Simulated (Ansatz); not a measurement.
Nudged elastic band, with input and output: Zn15Se16 (charge −2) (part 3 of 3)

Zn15Se16 (defect cell, 31 atoms in the cell, total charge −2); DFT PBEsol, scalar-relativistic, plane waves, PAW, no spin polarisation (Ansatz 0.2.0); cutoff 420 eV, 2×2×2 k-mesh, Gaussian smearing of 0.02 eV. The structure derives from a Materials Project entry. It belongs to a series of runs on one base structure; here: climbing-image band for the jump of Zn by 3.85 A.

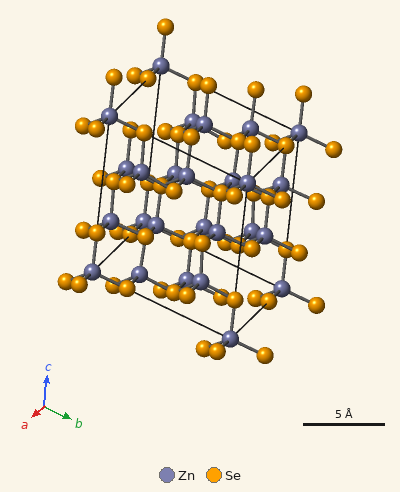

Figure 1. The structure as given in the input (ball-and-stick view of the cell of the calculation, seen slightly off an axis; bonded neighbours outside the cell are drawn too).

**Output, continued**
```
--- NEB band (7 images, 9 band iterations, 418 SCF iterations) ---
  forward barrier  = 1.261467 eV
  backward barrier = 1.261467 eV
  lagrangian_above_aufbau_ev (what the smearing adds, to first order; not taken off the barriers): saddle image +0.000000 eV, end points +0.000000 and +0.000000 eV
  climbing image's point = of an order that was not read
  energies are F+E_penalty+E_count in eV, relative to image 0
  image     s (Å)  Δ vs image 0  max|band force component| (eV/Å)
      0    0.0000      0.000000                                 —
      1    0.7698      0.338550                          8.433e-3
      2    1.5397      0.957482                          4.165e-2
  *   3    2.3096      1.261467                          2.701e-2
      4    3.0796      0.957483                          4.165e-2
      5    3.8495      0.338550                          8.430e-3
      6    4.6193     -0.000000                                 —
  climbing-image geometry (image 3):
  cell:  # Å, volume = 715.0501 Å³
    - [-5.6332473954, 5.6332473954, -5.6332473954]
    - [5.6332473954, 5.6332473954, 5.6332473954]
    - [5.6332473954, -5.6332473954, -5.6332473954]
  atoms:
    - { symbol: Zn, position: [0.06714751261676374, 0.3171472824431561, 0.4999998801760016] }
    - { symbol: Zn, position: [0.5135200160252068, 0.25156032327623173, 0.2657798632501412] }
    - { symbol: Zn, position: [0.7630953287494839, 0.752318605898958, 0.5000000358560442] }
    - { symbol: Zn, position: [0.256956207545374, 0.5069562283530643, 0.2458526547432813] }
    - { symbol: Zn, position: [0.5023190600162375, 0.013095540292506138, 0.5000000517034762] }
    - { symbol: Zn, position: [0.001560339725298343, 0.7635198736250677, 0.2657796727055283] }
    - { symbol: Zn, position: [0.7519861236931107, 0.2573536286930014, 0.012906663185538042] }
    - { symbol: Zn, position: [0.4944463546379656, 0.48907915518140216, -0.012906955335940027] }
    - { symbol: Zn, position: [0.7367438624000139, -0.013255941888245415, 0.2374772582402943] }
    - { symbol: Zn, position: [-0.0007332194654171009, 0.24926687458965868, 0.762522856269152] }
    - { symbol: Zn, position: [0.2390794005796394, 0.7444468242195033, -0.012906683964324345] }
    - { symbol: Zn, position: [0.007353546412585443, 0.0019860806852707233, 0.012906912368058219] }
    - { symbol: Zn, position: [0.747740261954107, 0.48578069612459307, 0.7342203806318409] }
    - { symbol: Zn, position: [0.5111032954900905, 0.7611034116820403, 0.7541471302759346] }
    - { symbol: Zn, position: [0.23578056460435926, -0.0022600317456317742, 0.7342201870774792] }
    - { symbol: Se, position: [0.2384940563766615, 0.2514671798991879, 0.7329583275665039] }
    - { symbol: Se, position: [0.0014676342041136103, 0.4884944692858393, 0.7329586942560359] }
    - { symbol: Se, position: [0.48405173251965894, 0.2523348308345787, 0.5000001623839713] }
    - { symbol: Se, position: [0.7609471979219034, 0.753178372463394, 0.7545041769519933] }
    - { symbol: Se, position: [0.2744169689027997, 0.5244168773090212, 0.4999998915955038] }
    - { symbol: Se, position: [0.5031783498411054, 0.010947311735122561, 0.754503963433379] }
    - { symbol: Se, position: [0.002334632197701858, 0.734051545576633, 0.49999984052936985] }
    - { symbol: Se, position: [0.7685090129032757, 0.2555358252749958, 0.2670412580574181] }
    - { symbol: Se, position: [0.5064431540215606, 0.4986741371913343, 0.24549588755762403] }
    - { symbol: Se, position: [0.7478052738062171, -0.002195021208835135, 0.5000000780544365] }
    - { symbol: Se, position: [0.0006908506466535291, 0.2506907371273372, 0.009008302210435581] }
    - { symbol: Se, position: [0.24867446266254017, 0.756443388425529, 0.24549612889427308] }
    - { symbol: Se, position: [0.005535659695647857, 0.018509011943174544, 0.2670415727209061] }
    - { symbol: Se, position: [0.7563347130852671, 0.5063350654675158, -2.3829653639229065e-8] }
    - { symbol: Se, position: [0.49168257524594217, 0.7416825872400812, -0.009008267425187427] }
    - { symbol: Se, position: [0.25633507098413366, 0.006335130004515521, 9.986048621346555e-8] }
```

**The last band as extended XYZ (Å, eV, eV/Å)**
```
31
Lattice="-5.6332 5.6332 -5.6332 5.6332 5.6332 5.6332 5.6332 -5.6332 -5.6332" Properties=species:S:1:pos:R:3:forces:R:3 image=0 energy=-136006.19710
Zn    2.8640    0.0818   -2.7693   -0.0087   0.0056  -0.0087
Zn   -0.0818    2.8640   -2.8640   -0.0056  -0.0087   0.0087
Zn    2.7693    5.7150   -2.8640    0.0087   0.0056   0.0087
Zn    2.8640    2.7693   -0.0818   -0.0087   0.0087  -0.0056
Zn    0.0000    0.0000   -5.6332    0.0000   0.0000   0.0000
Zn    5.7150    2.7693    2.7693    0.0056   0.0087   0.0087
Zn   -2.7693    5.5515   -2.8640   -0.0087  -0.0056   0.0087
Zn    0.0000    5.6332    0.0000    0.0000   0.0000   0.0000
Zn   -2.7693    2.8640   -5.5515   -0.0087  -0.0087   0.0056
Zn    5.7150   -2.7693   -2.7693    0.0056  -0.0087  -0.0087
Zn    2.7693    5.5515    2.8640    0.0087  -0.0056  -0.0087
Zn    0.0000    0.0000    0.0000    0.0000   0.0000   0.0000
Zn    2.7693    2.8640   -5.7150    0.0087  -0.0087  -0.0056
Zn    5.5515    2.7693   -2.7693   -0.0056   0.0087  -0.0087
Zn    2.7693   -2.8640   -5.5515    0.0087   0.0087   0.0056
Se    4.2270   -1.4063   -4.2091   -0.0076  -0.0076  -0.0082
Se    6.9543   -1.3210   -1.3210   -0.0050   0.0050   0.0050
Se    1.4063    1.4241   -4.2270    0.0076  -0.0082   0.0076
Se    4.2091    4.2270   -4.2270    0.0082  -0.0076   0.0076
Se    4.3122    1.3210   -1.3210    0.0050  -0.0050   0.0050
Se    1.4063   -1.4241   -7.0395    0.0076   0.0082  -0.0076
Se    6.9543    1.3210    1.3210   -0.0050  -0.0050  -0.0050
Se   -1.3210    4.3122   -4.3122    0.0050   0.0050  -0.0050
Se    1.4063    4.2270   -1.4241    0.0076  -0.0076   0.0082
Se   -1.4063    1.4241   -7.0395   -0.0076  -0.0082  -0.0076
Se    1.4241    1.4063    1.4063   -0.0082   0.0076   0.0076
Se    4.2270    4.2091    1.4063   -0.0076   0.0082   0.0076
Se    1.4241   -1.4063   -1.4063   -0.0082  -0.0076  -0.0076
Se   -1.4063    7.0395   -1.4241   -0.0076   0.0076   0.0082
Se    1.4063    7.0395    1.4241    0.0076   0.0076  -0.0082
Se   -1.4241    1.4063   -1.4063    0.0082   0.0076  -0.0076
31
Lattice="-5.6332 5.6332 -5.6332 5.6332 5.6332 5.6332 5.6332 -5.6332 -5.6332" Properties=species:S:1:pos:R:3:forces:R:3 image=1 energy=-136005.85855
Zn    3.2655   -0.1730   -2.3678   -0.4855   0.3273  -0.4855
Zn   -0.0353    2.8198   -2.9529    0.0004   0.0015   0.0490
Zn    2.7667    5.7166   -2.8666    0.0201   0.0002   0.0201
Zn    2.8098    2.8727   -0.0527    0.0471  -0.0379  -0.0340
Zn    0.0546    0.0649   -5.5787    0.0154  -0.0207   0.0154
Zn    5.7163    2.7871    2.7426   -0.0162   0.0003   0.0051
Zn   -2.7223    5.5595   -2.8778    0.0032  -0.0235   0.0090
Zn   -0.0477    5.6539   -0.0100    0.0425   0.0077  -0.0028
Zn   -2.7999    2.7848   -5.5254    0.0487   0.0311   0.0260
Zn    5.7411   -2.8484   -2.7999    0.0260   0.0311   0.0487
Zn    2.7554    5.5595    2.9110    0.0090  -0.0235   0.0032
Zn   -0.0100    0.0207   -0.0477   -0.0028   0.0077   0.0425
Zn    2.6803    2.8198   -5.6686    0.0490   0.0015   0.0004
Zn    5.5805    2.8727   -2.8234   -0.0340  -0.0379   0.0471
Zn    2.7426   -2.8461   -5.5502    0.0051   0.0003  -0.0162
Se    4.2569   -1.4399   -4.1869    0.0349  -0.0273  -0.0477
Se    6.9157   -1.3563   -1.3344    0.0380   0.0028   0.0460
Se    1.5224    1.3310   -4.1108    0.0296  -0.0132   0.0296
Se    4.1889    4.2542   -4.2762    0.0085  -0.0165   0.0325
Se    4.4130    1.5120   -1.2203    0.0367  -0.1269   0.0367
Se    1.4280   -1.3688   -7.0403    0.0002  -0.0133   0.0075
Se    6.9485    1.3195    1.3153    0.0222  -0.0029   0.0222
Se   -1.3344    4.2769   -4.3508    0.0460   0.0028   0.0380
Se    1.3571    4.2542   -1.4444    0.0325  -0.0165   0.0085
Se   -1.4011    1.4003   -7.0344    0.0226   0.0062   0.0226
Se    1.4502    1.3800    1.3690    0.0010   0.0120   0.0259
Se    4.2262    4.2645    1.4280    0.0075  -0.0133   0.0002
Se    1.4463   -1.4399   -1.3764   -0.0477  -0.0273   0.0349
Se   -1.4199    7.0834   -1.4292    0.0103  -0.0221   0.0038
Se    1.3690    7.0133    1.4502    0.0259   0.0120   0.0010
Se   -1.4292    1.4502   -1.4199    0.0037  -0.0221   0.0103
31
Lattice="-5.6332 5.6332 -5.6332 5.6332 5.6332 5.6332 5.6332 -5.6332 -5.6332" Properties=species:S:1:pos:R:3:forces:R:3 image=2 energy=-136005.23962
Zn    3.7422   -0.4878   -1.8910   -0.4332   0.1952  -0.4332
Zn   -0.0170    2.8204   -2.9851   -0.0111   0.0039   0.0160
Zn    2.7621    5.7168   -2.8711    0.0107  -0.0065   0.0107
Zn    2.7813    2.9072   -0.0132    0.0113  -0.0072  -0.0320
Zn    0.0582    0.0874   -5.5751    0.0235  -0.0004   0.0235
Zn    5.7456    2.7927    2.7515   -0.0220  -0.0006  -0.0104
Zn   -2.7100    5.5802   -2.8692    0.0051  -0.0247   0.0050
Zn   -0.0725    5.6473    0.0099    0.0475   0.0257   0.0014
Zn   -2.8362    2.7538   -5.5300    0.0610   0.0260   0.0448
Zn    5.7365   -2.8795   -2.8362    0.0448   0.0260   0.0610
Zn    2.7640    5.5802    2.9232    0.0050  -0.0247   0.0051
Zn    0.0099    0.0140   -0.0725    0.0014   0.0257   0.0475
Zn    2.6482    2.8204   -5.6503    0.0160   0.0039  -0.0111
Zn    5.6200    2.9072   -2.8519   -0.0320  -0.0072   0.0113
Zn    2.7515   -2.8405   -5.5209   -0.0104  -0.0006  -0.0220
Se    4.2387   -1.4141   -4.1267    0.0474  -0.0481  -0.0614
Se    6.8925   -1.3575   -1.3633    0.0181   0.0099   0.0314
Se    1.5097    1.3402   -4.1235    0.0098  -0.0001   0.0098
Se    4.1948    4.2673   -4.2942   -0.0072  -0.0115   0.0088
Se    4.3956    1.6364   -1.2376    0.1706  -0.0841   0.1706
Se    1.4504   -1.3561   -7.0312   -0.0080  -0.0014   0.0033
Se    6.9434    1.3165    1.3102    0.0216  -0.0367   0.0216
Se   -1.3633    4.2758   -4.3740    0.0314   0.0099   0.0181
Se    1.3390    4.2673   -1.4384    0.0088  -0.0115  -0.0072
Se   -1.4089    1.3925   -7.0421    0.0132   0.0144   0.0132
Se    1.4577    1.3695    1.3623    0.0094  -0.0128   0.0266
Se    4.2353    4.2771    1.4504    0.0033  -0.0014  -0.0080
Se    1.5065   -1.4141   -1.3945   -0.0614  -0.0481   0.0474
Se   -1.4143    7.1044   -1.4188    0.0008  -0.0002  -0.0021
Se    1.3623    7.0028    1.4577    0.0266  -0.0128   0.0094
Se   -1.4188    1.4712   -1.4143   -0.0021  -0.0002   0.0008
31
Lattice="-5.6332 5.6332 -5.6332 5.6332 5.6332 5.6332 5.6332 -5.6332 -5.6332" Properties=species:S:1:pos:R:3:forces:R:3 image=3 energy=-136004.93563
Zn    4.2249   -0.6518   -1.4083    0.0000  -0.0085   0.0000
Zn    0.0215    2.8127   -2.9729   -0.0106   0.0129   0.0053
Zn    2.7559    5.7201   -2.8773   -0.0156  -0.0076  -0.0156
Zn    2.7933    2.9184    0.0234    0.0049   0.0204  -0.0049
Zn    0.0607    0.0868   -5.5725    0.0156  -0.0076   0.0156
Zn    5.7895    2.8127    2.7951   -0.0053   0.0129   0.0106
Zn   -2.7137    5.6132   -2.8591   -0.0132   0.0035  -0.0128
Zn   -0.1029    5.6132    0.0425    0.0132   0.0035   0.0128
Zn   -2.8872    2.7378   -5.5627    0.0078   0.0167  -0.0078
Zn    5.7038   -2.8954   -2.8872   -0.0078   0.0167   0.0078
Zn    2.7742    5.6132    2.9196   -0.0128   0.0035  -0.0132
Zn    0.0425   -0.0201   -0.1029    0.0128   0.0035   0.0132
Zn    2.6604    2.8127   -5.6117    0.0053   0.0129  -0.0106
Zn    5.6566    2.9184   -2.8400   -0.0049   0.0205   0.0049
Zn    2.7951   -2.8206   -5.4770    0.0106   0.0129  -0.0053
Se    4.2020   -1.3689   -4.0559    0.0008  -0.0090  -0.0028
Se    6.8725   -1.3689   -1.3854    0.0028  -0.0090  -0.0008
Se    1.5113    1.3316   -4.1219   -0.0036  -0.0270  -0.0036
Se    4.2065    4.2791   -4.2941   -0.0071  -0.0028  -0.0077
Se    4.2249    1.6834   -1.4083    0.0000  -0.0032   0.0000
Se    1.4774   -1.3541   -7.0232    0.0077  -0.0028   0.0071
Se    6.9386    1.3316    1.3053    0.0036  -0.0270   0.0036
Se   -1.3854    4.2644   -4.3940   -0.0008  -0.0090   0.0028
Se    1.3392    4.2791   -1.4267   -0.0077  -0.0028  -0.0071
Se   -1.4083    1.3836   -7.0416    0.0000   0.0178   0.0000
Se    1.4591    1.3653    1.3576   -0.0022  -0.0253   0.0022
Se    4.2433    4.2791    1.4774    0.0071  -0.0028   0.0077
Se    1.5774   -1.3689   -1.4312   -0.0028  -0.0090   0.0008
Se   -1.4083    7.1129   -1.4083    0.0000   0.0106   0.0000
Se    1.3576    6.9986    1.4591    0.0022  -0.0253  -0.0022
Se   -1.4083    1.4797   -1.4083    0.0000   0.0106   0.0000
31
Lattice="-5.6332 5.6332 -5.6332 5.6332 5.6332 5.6332 5.6332 -5.6332 -5.6332" Properties=species:S:1:pos:R:3:forces:R:3 image=4 energy=-136005.23961
Zn    4.7076   -0.4878   -0.9256    0.4332   0.1952   0.4332
Zn    0.0651    2.7927   -2.9289    0.0104  -0.0006   0.0220
Zn    2.7585    5.7207   -2.8748   -0.0235  -0.0004  -0.0235
Zn    2.8299    2.9072    0.0353    0.0320  -0.0072  -0.0113
Zn    0.0545    0.0836   -5.5787   -0.0107  -0.0065  -0.0107
Zn    5.8017    2.8204    2.8336   -0.0160   0.0039   0.0111
Zn   -2.7441    5.6473   -2.8265   -0.0475   0.0257  -0.0014
Zn   -0.1066    5.5802    0.0526   -0.0051  -0.0247  -0.0050
Zn   -2.9198    2.7538   -5.6136   -0.0448   0.0260  -0.0610
Zn    5.6529   -2.8795   -2.9198   -0.0610   0.0260  -0.0448
Zn    2.8067    5.6473    2.8891   -0.0014   0.0257  -0.0475
Zn    0.0526   -0.0530   -0.1066   -0.0050  -0.0247  -0.0051
Zn    2.7043    2.7927   -5.5682    0.0220  -0.0006   0.0104
Zn    5.6685    2.9072   -2.8034   -0.0113  -0.0072   0.0320
Zn    2.8336   -2.8129   -5.4648    0.0111   0.0039  -0.0160
Se    4.1799   -1.3575   -4.0759   -0.0314   0.0099  -0.0181
Se    6.9434   -1.4141   -1.4221    0.0614  -0.0481  -0.0474
Se    1.5065    1.3165   -4.1268   -0.0216  -0.0367  -0.0216
Se    4.2146    4.2771   -4.2670   -0.0033  -0.0014   0.0080
Se    4.0542    1.6364   -1.5790   -0.1706  -0.0841  -0.1706
Se    1.4776   -1.3660   -7.0115   -0.0088  -0.0115   0.0072
Se    6.9401    1.3402    1.3069   -0.0098  -0.0001  -0.0098
Se   -1.4221    4.2192   -4.3231   -0.0474  -0.0481   0.0614
Se    1.3662    4.2771   -1.4187    0.0080  -0.0014  -0.0033
Se   -1.4078    1.3925   -7.0410   -0.0132   0.0144  -0.0132
Se    1.4543    1.3695    1.3589   -0.0266  -0.0128  -0.0094
Se    4.2550    4.2673    1.4776    0.0072  -0.0115  -0.0088
Se    1.5573   -1.3575   -1.4534   -0.0181   0.0099  -0.0314
Se   -1.4023    7.1044   -1.3978   -0.0008  -0.0002   0.0021
Se    1.3589    7.0028    1.4543   -0.0094  -0.0128  -0.0266
Se   -1.3978    1.4712   -1.4023    0.0021  -0.0002  -0.0008
31
Lattice="-5.6332 5.6332 -5.6332 5.6332 5.6332 5.6332 5.6332 -5.6332 -5.6332" Properties=species:S:1:pos:R:3:forces:R:3 image=5 energy=-136005.85855
Zn    5.1844   -0.1730   -0.4489    0.4855   0.3273   0.4855
Zn    0.0740    2.7871   -2.8997   -0.0051   0.0003   0.0162
Zn    2.7621    5.6982   -2.8712   -0.0154  -0.0207  -0.0154
Zn    2.8694    2.8727    0.0068    0.0340  -0.0379  -0.0471
Zn    0.0500    0.0834   -5.5833   -0.0201   0.0002  -0.0201
Zn    5.7695    2.8198    2.8520   -0.0490   0.0015  -0.0004
Zn   -2.7690    5.6539   -2.8066   -0.0425   0.0077   0.0028
Zn   -0.0943    5.5595    0.0612   -0.0032  -0.0235  -0.0090
Zn   -2.9245    2.7848   -5.6500   -0.0260   0.0311  -0.0487
Zn    5.6165   -2.8484   -2.9245   -0.0487   0.0311  -0.0260
Zn    2.8266    5.6539    2.8643    0.0028   0.0077  -0.0425
Zn    0.0612   -0.0738   -0.0943   -0.0090  -0.0235  -0.0032
Zn    2.7335    2.7871   -5.5593    0.0162   0.0003  -0.0051
Zn    5.6400    2.8727   -2.7639   -0.0471  -0.0379   0.0340
Zn    2.8520   -2.8135   -5.4970   -0.0004   0.0015  -0.0490
Se    4.1510   -1.3563   -4.0991   -0.0460   0.0028  -0.0380
Se    7.0035   -1.4399   -1.4402    0.0477  -0.0273  -0.0349
Se    1.5013    1.3195   -4.1319   -0.0222  -0.0029  -0.0222
Se    4.2237    4.2645   -4.2446   -0.0075  -0.0133  -0.0002
Se    4.0369    1.5120   -1.5963   -0.0367  -0.1269  -0.0367
Se    1.4596   -1.3790   -7.0055   -0.0325  -0.0165  -0.0085
Se    6.9274    1.3310    1.2942   -0.0296  -0.0132  -0.0296
Se   -1.4402    4.1933   -4.2630   -0.0349  -0.0273   0.0477
Se    1.3887    4.2645   -1.4095   -0.0002  -0.0133  -0.0075
Se   -1.4155    1.4003   -7.0488   -0.0226   0.0062  -0.0226
Se    1.4476    1.3800    1.3664   -0.0259   0.0120  -0.0010
Se    4.2610    4.2542    1.4596   -0.0085  -0.0165  -0.0325
Se    1.5342   -1.3563   -1.4822   -0.0380   0.0028  -0.0460
Se   -1.3968    7.0834   -1.3874   -0.0103  -0.0221  -0.0037
Se    1.3664    7.0133    1.4476   -0.0010   0.0120  -0.0259
Se   -1.3874    1.4502   -1.3968   -0.0038  -0.0221  -0.0103
31
Lattice="-5.6332 5.6332 -5.6332 5.6332 5.6332 5.6332 5.6332 -5.6332 -5.6332" Properties=species:S:1:pos:R:3:forces:R:3 image=6 energy=-136006.19710
Zn    5.5859    0.0818   -0.0474    0.0087   0.0056   0.0087
Zn    0.0474    2.7693   -2.8984   -0.0087   0.0087  -0.0056
Zn    2.8166    5.6332   -2.8166    0.0000   0.0000   0.0000
Zn    2.8984    2.7693   -0.0474    0.0056   0.0087   0.0087
Zn    0.0474    0.0818   -5.5859   -0.0087   0.0056  -0.0087
Zn    5.6806    2.8640    2.8984   -0.0087  -0.0087   0.0056
Zn   -2.8166    5.6332   -2.8166    0.0000   0.0000   0.0000
Zn   -0.0474    5.5515    0.0474    0.0087  -0.0056  -0.0087
Zn   -2.8984    2.8640   -5.6806   -0.0056  -0.0087   0.0087
Zn    5.5859   -2.7693   -2.8984    0.0087  -0.0087  -0.0056
Zn    2.8166    5.6332    2.8166    0.0000   0.0000   0.0000
Zn    0.0474   -0.0818   -0.0474   -0.0087  -0.0056   0.0087
Zn    2.7349    2.7693   -5.5859   -0.0056   0.0087  -0.0087
Zn    5.5859    2.7693   -2.7349    0.0087   0.0087   0.0056
Zn    2.8984   -2.7693   -5.5859    0.0056  -0.0087  -0.0087
Se    4.1377   -1.3210   -4.1377   -0.0050   0.0050   0.0050
Se    7.0257   -1.4063   -1.4103    0.0082  -0.0076   0.0076
Se    1.4956    1.3210   -4.1377    0.0050  -0.0050   0.0050
Se    4.2229    4.2091   -4.2229    0.0076   0.0082  -0.0076
Se    4.1377    1.3210   -1.4956   -0.0050  -0.0050  -0.0050
Se    1.4103   -1.4063   -7.0257   -0.0076  -0.0076  -0.0082
Se    7.0436    1.4241    1.4103   -0.0076  -0.0082  -0.0076
Se   -1.4103    4.2270   -4.2408    0.0076  -0.0076   0.0082
Se    1.4103    4.2091   -1.4103   -0.0076   0.0082   0.0076
Se   -1.4103    1.4241   -7.0436    0.0076  -0.0082   0.0076
Se    1.4103    1.4063    1.3925   -0.0076   0.0076   0.0082
Se    4.2408    4.2270    1.4103   -0.0082  -0.0076  -0.0076
Se    1.4956   -1.3210   -1.4956    0.0050   0.0050  -0.0050
Se   -1.4103    7.0395   -1.3925    0.0076   0.0076  -0.0082
Se    1.3925    7.0395    1.4103    0.0082   0.0076  -0.0076
Se   -1.3925    1.4063   -1.4103   -0.0082   0.0076   0.0076
```

**Results in brief**

```json
{"quantity": "outcome", "value": "converged"}
{"quantity": "barrier, forward", "value": "1.262 eV"}
{"quantity": "barrier, backward", "value": "1.262 eV"}
{"quantity": "electrons treated", "value": "438"}
{"quantity": "wall time", "value": "28 min (CPU time 2.4 h)"}
{"quantity": "peak memory", "value": "7.8 GiB"}
```

**Notes**

The order of the saddle point was not checked.
